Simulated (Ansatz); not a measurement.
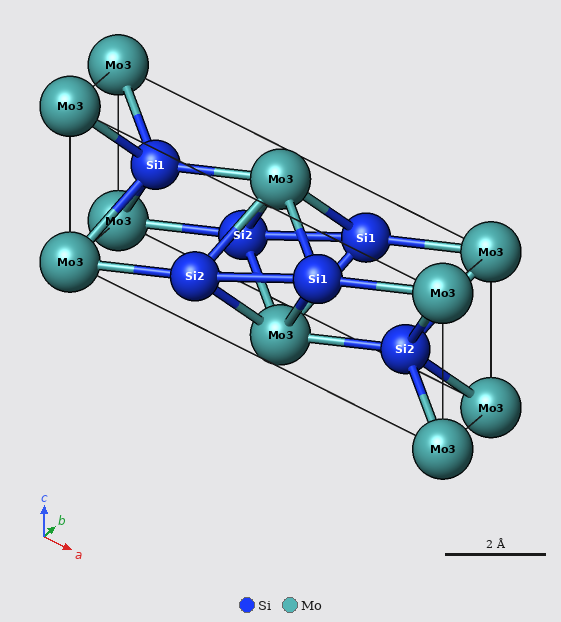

Fig. 1: The input geometry of run 1 (ball-and-stick view of the cell 2 times as large as that of the calculation, set on its symmetry axes, seen slightly off an axis; atoms are numbered from 1 in the order of the input). An atom can appear more than once, as a periodic image.

**MoSi$_{2}$: a changed input and its effect**

System: MoSi$_{2}$ (C2/m, 3 atoms in the cell).
Method of run 1: DFT PBE, scalar-relativistic, plane waves, PAW, PAW set soft_1, no spin polarisation (Ansatz 0.2.0).

The structure derives from an entry of the Crystallography Open Database. Text and figures count atoms from 1; the logs count them from 0 in places.

Input, run 1:
```yaml
crystal:
  lattice:
    - [-1.6298787326, 1.6298787326, 3.9366136217]
    - [1.6298787326, -1.6298787326, 3.9366136217]
    - [1.6298787326, 1.6298787326, -3.9366136217]
  atoms:
    - { symbol: Si, position: [0.3350971189, 0.3104466071, -0.0246505118] }
    - { symbol: Si, position: [0.6649028811, 0.6895533929, 0.0246505118] }
    - { symbol: Mo, position: [0.0, 0.0, 0.0] }
basis:
  ecutwfc: 420
kpoints:
  mp_grid: { grid: [18, 18, 18] }
hamiltonian:
  xc: pbe
  pseudopotentials: { kind: paw, azcp: { folder: soft_1 } }
scf:
  occupations: { method: gaussian, width: 0.15 }
output:
  forces: true
  stress: true
  eigenvalues: true
  write_density: true
  write_potential: true
  elf: true
  volumetric_format: npy
```

Launched with:
```bash
ansatz run input.yaml --threads 2 --pin off --max-ram 4096MiB --backend cpu --events-out ev --progress --plain --runs-dir out
```

Hardware: 2 threads of Arm Neoverse V2, 24 GiB of memory available, shared host.

Output, shortened to warnings, some set-up lines, iterations and results (run 1):
```
Basis set: ecut = 420 eV, 833 PW (Γ), exchange–correlation on 64×64×64 points (8 copies of the dense FFT grid, shifted against one another)
Symmetry: 4 space group operations
k-points: 1550 of 5832
Initial density: superposition of atomic densities (chi_scale 0.1, normalization cell, long waves kept (reshape's long-wave potential 0.00 eV rms))
[...]
SCF iter   1: F=—  HF=-6230.370024 eV  |F-HF|=—  |Δ(HF+E_count)|=         —  Δρ=9.34e-2  dr2=5.77e0  ethr=3.10e-3  ⟨swp⟩=5.3  Hψ=133821  notcnv=0
SCF iter   2: F=—  HF=-6229.129076 eV  |F-HF|=—  |Δ(HF+E_count)|=    1.24e0  Δρ=3.00e-2  dr2=2.73e-1  ethr=3.10e-3  ⟨swp⟩=2.6  Hψ=58733  notcnv=0  defer=6
SCF iter   3: F=—  HF=-6229.091602 eV  |F-HF|=—  |Δ(HF+E_count)|=   3.75e-2  Δρ=1.52e-2  dr2=7.12e-2  ethr=1.24e-3  ⟨swp⟩=2.4  Hψ=33102  notcnv=0  defer=6
SCF iter   4: F=—  HF=-6229.079997 eV  |F-HF|=—  |Δ(HF+E_count)|=   1.16e-2  Δρ=2.60e-3  dr2=2.99e-3  ethr=3.24e-4  ⟨swp⟩=2.8  Hψ=35622  notcnv=0  defer=6
SCF iter   5: F=—  HF=-6229.079278 eV  |F-HF|=—  |Δ(HF+E_count)|=   7.18e-4  Δρ=3.29e-4  dr2=7.99e-5  ethr=1.36e-5  ⟨swp⟩=2.9  Hψ=38525  notcnv=0  defer=6
SCF iter   6: F=—  HF=-6229.079275 eV  |F-HF|=—  |Δ(HF+E_count)|=   3.55e-6  Δρ=3.30e-5  dr2=5.24e-7  ethr=3.63e-7  ⟨swp⟩=2.2  Hψ=29881  notcnv=0  defer=6
SCF iter   7: F=-6229.079275 eV  HF=-6229.079275 eV  |F-HF|=6.25e-9  |Δ(HF+E_count)|=   5.50e-8  Δρ=6.20e-6  dr2=1.72e-8  ethr=4.55e-10  ⟨swp⟩=9.6  Hψ=166345  notcnv=0
SCF 1 converged in 7 iterations: F = -6229.079275 eV  dr2 = 1.72e-8
SCF converged after 7 iterations
Free energy (F): -6229.079275 eV
Harris-Foulkes:  -6229.079275 eV  (|F-HF|=6.25e-9)
Internal energy: -6229.076540 eV  (E = F + TS)
E sigma→0 (E₀):  -6229.077908 eV
Entropy (-TS):   -0.002735 eV (-0.912 meV/atom)
Fermi energy:    15.210629 eV
--- Per-component energies (eV) ---
  E_band       = -61.473859
  E_kinetic    = 508.830307
  E_local      = -1155.772321  (includes V_loc(G=0)·N_el)
  E_nonlocal   = 192.140117
  E_hartree    = 437.681549
  E_xc         = -292.031466
  E_vxc        = -319.272572  (∫ρ·V_xc dr)
  E_paw        = -4234.828710  (= ΣΔE_a)
  E_vpaw       = -162.760036  (= ΣTr[D̂ρ^β])
  E_aug_tail   = 0.000113  (compensation charges beyond the density's cutoff)
  E_ewald      = -1685.096129
  E_smearing   = -0.002735  (= −TS)
  E_closure    = 0.000000  (closes the sum)
  Σ components = -6229.079275   (vs F -6229.079275, Δ=0.00e0)
--- Forces (eV/Å), atoms counted from 1 ---
  atom   1  Si     0.75849248     0.00000000     0.09025383
  atom   2  Si    -0.75849248     0.00000000    -0.09025383
  atom   3  Mo     0.00000000     0.00000000     0.00000000
  max |Σ_I F_I| component: 1.11e-16 eV/Å
--- Stress (GPa, compression-positive) ---
       -5.769249       0.000000      -0.763104
        0.000000      -5.104327      -0.000000
       -0.763103      -0.000000      -1.619031
  P = ⅓ Tr σ = -4.1642 GPa (-41.642 kbar)
```

For run 2 the input was changed thus:
```diff
-    - { symbol: Si, position: [0.3350971189, 0.3104466071, -0.0246505118] }
-    - { symbol: Si, position: [0.6649028811, 0.6895533929, 0.0246505118] }
+    - { symbol: Si, position: [0.3350971189, 0.3350971189, 0.0] }
+    - { symbol: Si, position: [0.6649028811, 0.6649028811, 0.0] }
```

How does run 2 compare with run 1?

With the same functional and potentials, run 2 lies 20.3 meV per atom lower. The pressure goes from −4.16 to −4.92 GPa. The largest force goes from 0.764 to 0.045 eV/Å. The number of SCF iterations is the same. The irreducible k-points go from 1550 to 480. On the same kind of shared host run 2 took about 0.31 times as long.

Output, shortened to warnings, some set-up lines, iterations and results (run 2):
```
Basis set: ecut = 420 eV, 833 PW (Γ), exchange–correlation on 64×64×64 points (8 copies of the dense FFT grid, shifted against one another)
Symmetry: 16 space group operations
k-points: 480 of 5832
Initial density: superposition of atomic densities (chi_scale 0.1, normalization cell, long waves kept (reshape's long-wave potential 0.00 eV rms))
[...]
SCF iter   1: F=—  HF=-6230.426741 eV  |F-HF|=—  |Δ(HF+E_count)|=         —  Δρ=9.32e-2  dr2=5.75e0  ethr=3.10e-3  ⟨swp⟩=5.3  Hψ=41276  notcnv=0
SCF iter   2: F=—  HF=-6229.188739 eV  |F-HF|=—  |Δ(HF+E_count)|=    1.24e0  Δρ=2.99e-2  dr2=2.71e-1  ethr=3.10e-3  ⟨swp⟩=2.6  Hψ=18190  notcnv=0  defer=6
SCF iter   3: F=—  HF=-6229.151957 eV  |F-HF|=—  |Δ(HF+E_count)|=   3.68e-2  Δρ=1.52e-2  dr2=6.99e-2  ethr=1.23e-3  ⟨swp⟩=2.3  Hψ=10241  notcnv=0  defer=6
SCF iter   4: F=—  HF=-6229.140837 eV  |F-HF|=—  |Δ(HF+E_count)|=   1.11e-2  Δρ=2.62e-3  dr2=3.06e-3  ethr=3.18e-4  ⟨swp⟩=2.8  Hψ=11007  notcnv=0  defer=6
SCF iter   5: F=—  HF=-6229.140103 eV  |F-HF|=—  |Δ(HF+E_count)|=   7.34e-4  Δρ=3.30e-4  dr2=8.03e-5  ethr=1.39e-5  ⟨swp⟩=2.9  Hψ=11912  notcnv=0  defer=6
SCF iter   6: F=—  HF=-6229.140100 eV  |F-HF|=—  |Δ(HF+E_count)|=   3.37e-6  Δρ=3.30e-5  dr2=5.56e-7  ethr=3.65e-7  ⟨swp⟩=2.2  Hψ=9233  notcnv=0  defer=5
SCF iter   7: F=-6229.140099 eV  HF=-6229.140099 eV  |F-HF|=3.75e-9  |Δ(HF+E_count)|=   5.34e-8  Δρ=5.77e-6  dr2=1.37e-8  ethr=4.55e-10  ⟨swp⟩=9.5  Hψ=51223  notcnv=0
SCF 1 converged in 7 iterations: F = -6229.140099 eV  dr2 = 1.37e-8
SCF converged after 7 iterations
Free energy (F): -6229.140099 eV
Harris-Foulkes:  -6229.140099 eV  (|F-HF|=3.75e-9)
Internal energy: -6229.137428 eV  (E = F + TS)
E sigma→0 (E₀):  -6229.138764 eV
Entropy (-TS):   -0.002671 eV (-0.890 meV/atom)
Fermi energy:    15.198130 eV
--- Per-component energies (eV) ---
  E_band       = -61.333533
  E_kinetic    = 508.607777
  E_local      = -1154.538120  (includes V_loc(G=0)·N_el)
  E_nonlocal   = 192.024593
  E_hartree    = 437.244764
  E_xc         = -291.962568
  E_vxc        = -319.186837  (∫ρ·V_xc dr)
  E_paw        = -4234.799457  (= ΣΔE_a)
  E_vpaw       = -162.728763  (= ΣTr[D̂ρ^β])
  E_aug_tail   = 0.000107  (compensation charges beyond the density's cutoff)
  E_ewald      = -1685.714524
  E_smearing   = -0.002671  (= −TS)
  E_closure    = -0.000000  (closes the sum)
  Σ components = -6229.140099   (vs F -6229.140099, Δ=0.00e0)
--- Forces (eV/Å), atoms counted from 1 ---
  atom   1  Si     0.00000000    -0.00000000     0.04451141
  atom   2  Si    -0.00000000    -0.00000000    -0.04451141
  atom   3  Mo     0.00000000    -0.00000000     0.00000000
  max |Σ_I F_I| component: 2.08e-17 eV/Å
--- Stress (GPa, compression-positive) ---
       -6.281467       0.000000       0.000000
        0.000000      -6.281467       0.000000
        0.000000       0.000000      -2.196846
  P = ⅓ Tr σ = -4.9199 GPa (-49.199 kbar)
```

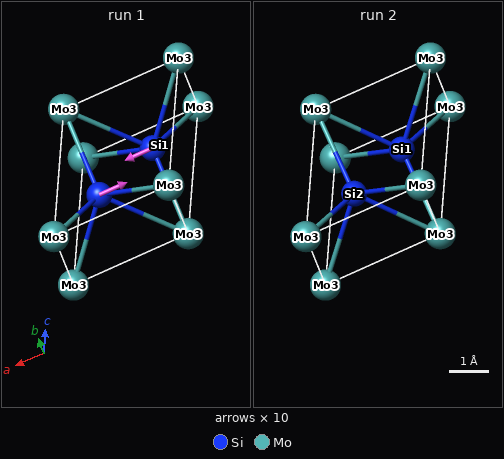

Fig. 2: The two input geometries at one scale (ball-and-stick view of the reduced cell, seen at an oblique angle). The pink arrows on the first give the shifts of the atoms relative to the cell, magnified 10 times. The largest moves, 0.080 Å, are those of Si1 and Si2. Mo stays in place. The lattice vectors keep their values. Among the contacts that change: Si1–Si2 2.571 → 2.666 Å, Si1–Mo3 2.696 → 2.645 Å.

The two runs side by side:

```csv
quantity,run 1,run 2
outcome,converged,converged
free energy per atom (eV),−2076.3598,−2076.3800
"energy per atom, smearing taken to zero (eV)",−2076.3593,−2076.3796
gap on the mesh (eV),0.00,0.00
pressure (GPa),−4.16,−4.92
largest force (eV/Å),0.764,0.045
SCF iterations,7,7
irreducible k-points,1550,480
plane waves at Γ,833,833
wall time (shared host),31 s,9.7 s
```
